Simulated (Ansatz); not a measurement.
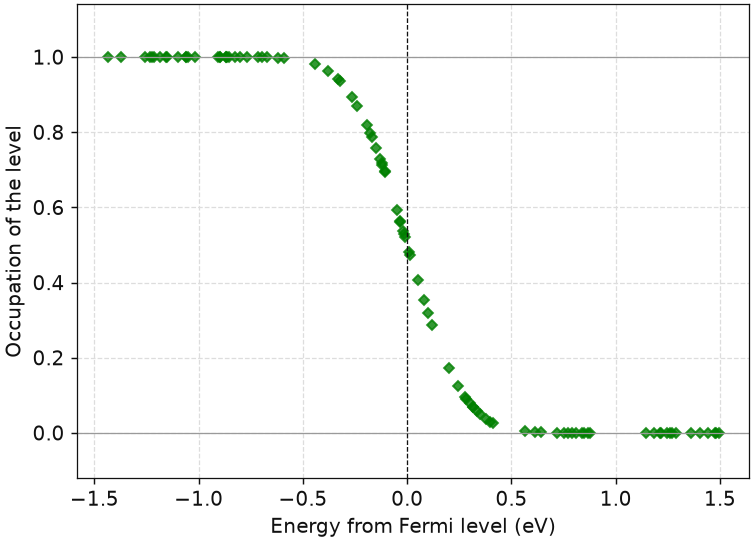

Occupations of the one-electron levels of the k mesh against their energy, from a run on TiO₂ (slab), 12 atoms in the cell, with Ansatz.

### Which smearing scheme was used (Fermi-Dirac, Gaussian, Methfessel-Paxton or cold), and about what width?

Gaussian smearing with a width of 0.3 eV. The occupations stay between 0 and 1 and die off fast, as an error function; the slope at the Fermi level is 1/(√π × width).

### Is that width safe?

It is wide: energies, forces and moments pick up smearing errors, and small gaps get partly filled, so it should be reduced or extrapolated to zero width.
